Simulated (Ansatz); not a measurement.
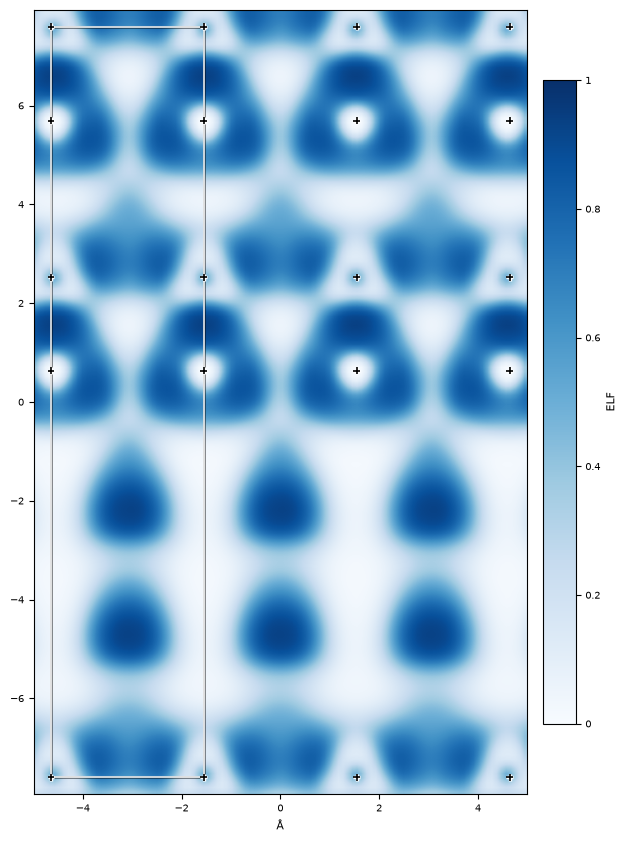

The electron localisation function on a plane through atoms (crosses mark nuclei in the plane).

The calculation used DFT PBE, scalar-relativistic, plane waves, PAW in Ansatz 0.2.0.

Candidates:
A. SiC, a = 3.09 Å, b = 3.09 Å, c = 15.19 Å, α = 90.00°, β = 90.00°, γ = 120.00°. Space group P6₃mc.
B. Ga₂O₃, a = 5.06 Å, b = 5.06 Å, c = 13.62 Å, α = 90.00°, β = 90.00°, γ = 120.00°. Space group R-3c.
C. Ge₃₂O (cell with a defect), a = 9.98 Å, b = 9.98 Å, c = 9.98 Å, α = 109.47°, β = 109.47°, γ = 109.47°. 

Q: Which system is this?

A: Candidate A: SiC on the (100) plane of the conventional cell, which holds Si and C. Si–C (1.90 Å): the ELF peaks at about 0.95 between the atoms, as expected for localised, covalent bonding.
